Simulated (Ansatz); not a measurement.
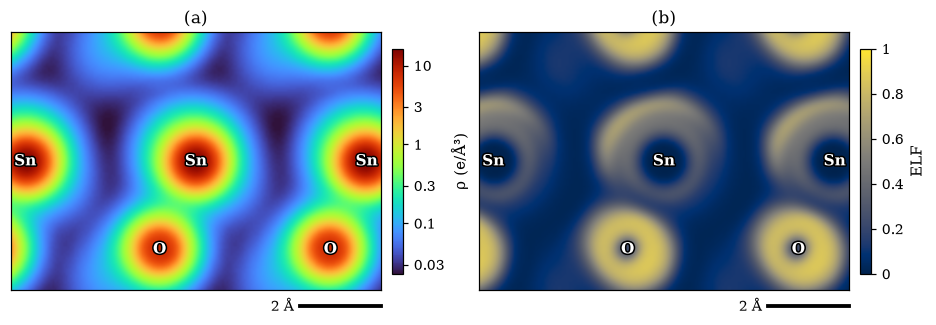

Figure. SnO. (a) valence electron density; (b) electron localisation function on the (100) plane of the conventional cell.

Space group P1; a structure from a database of computed crystals, not necessarily the ambient phase.

Theory: DFT LDA, plane waves, PAW (Ansatz 0.2.0).

In a PAW calculation such maps are meaningful between the atoms, not at the nuclei.

Input

```
crystal:
  lattice:
    - [3.355, 0.0, 0.0]
    - [0.0, 5.6741, 0.0]
    - [0.0, 0.0, 4.22197]
  atoms:
    - { symbol: Sn, position: [0.97518, 0.21201999999999996, 0.4841] }
    - { symbol: Sn, position: [0.4956900000000001, 0.7432099999999998, 0.00405] }
    - { symbol: O, position: [0.98432, 0.88245, 0.74468] }
    - { symbol: O, position: [0.4869899999999999, 0.12706, 0.21697] }
basis:
  ecutwfc: 450.0
kpoints:
  mp_grid:
    grid: [4, 2, 3]
hamiltonian:
  xc: lda
  pseudopotentials:
    kind: paw
scf:
  convergence:
    dr2_threshold: 1.0e-08
  occupations:
    method: fixed
output:
  write_density: true
  write_potential: true
  volumetric_format: npy
  elf: true
  cutoff_correction: 756.0
```

Launched as:

```sh
python scf_sno.py
```

Below, planes, directions and counts refer to the conventional cell (a = 3.35 Å, b = 4.22 Å, c = 5.67 Å, α = 90.00°, β = 90.00°, γ = 90.00°).

Question: Interpret the plot.

Answer: Atoms in the plane: Sn and O. Sn–O (2.36 Å): the density is about 0.37 e/Å³ at the midpoint; the ELF peaks at about 0.85 in the valence shell of O, 0.6 Å from its nucleus, and drops to about 0.20 between the two atoms: no localised pair shows between them. Between the atoms the lowest density in this plane is 0.02 e/Å³. The ELF also peaks beside O, away from the bonds: lone-pair regions.
